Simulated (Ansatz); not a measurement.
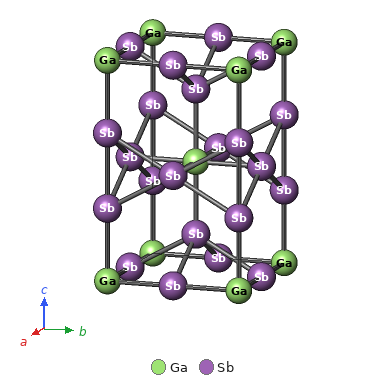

Figure: ball-and-stick view slightly off an axis. The edges of the conventional unit cell are marked. Cell: a = 5.57 Å, b = 5.57 Å, c = 9.04 Å, α = 90.00°, β = 90.00°, γ = 90.00°.

Origin of the cell: a structure type filled with these elements by a generator (whether the compound takes this form wasn't checked). Earlier steps of the study, as a rule a relaxation of our own, may have changed the cell and positions, so they can lie some per cent off the listed ones. It was the input of a calculation with Ansatz.

### In words:

The structure is one of GaSb$_{4}$. The lattice is body-centred tetragonal and the space group I4/mmm (No. 139). It has 10 atoms to the cell (2 Ga, 8 Sb). The numbers of neighbours within bonding distance are Ga 6 and Sb 6.

Calculation details: Ansatz 0.2.0, DFT PBE, scalar-relativistic, plane waves, PAW; an energy cutoff of 420 eV, k-points about 0.16 Å⁻¹ apart, Gaussian smearing of 0.1 eV, no spin polarisation.

### Does it come out as a metal, or with a gap?

A metal: bands cross the Fermi level.

### What are the atomic charges by Bader's partition?

Ga +0.19 e; Sb -0.08 to -0.02 e.

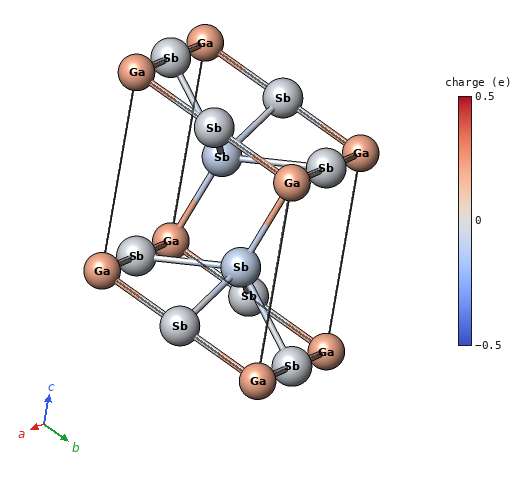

The atoms coloured by those charges. The run's cell of 5 atoms is drawn in a reduced setting, so axes and origin can differ from the first picture.

### Does this geometry sit at a stationary point of the energy?

Yes. All forces vanish to within 0.01 eV/Å. The pressure is 0.0 GPa, close to zero.
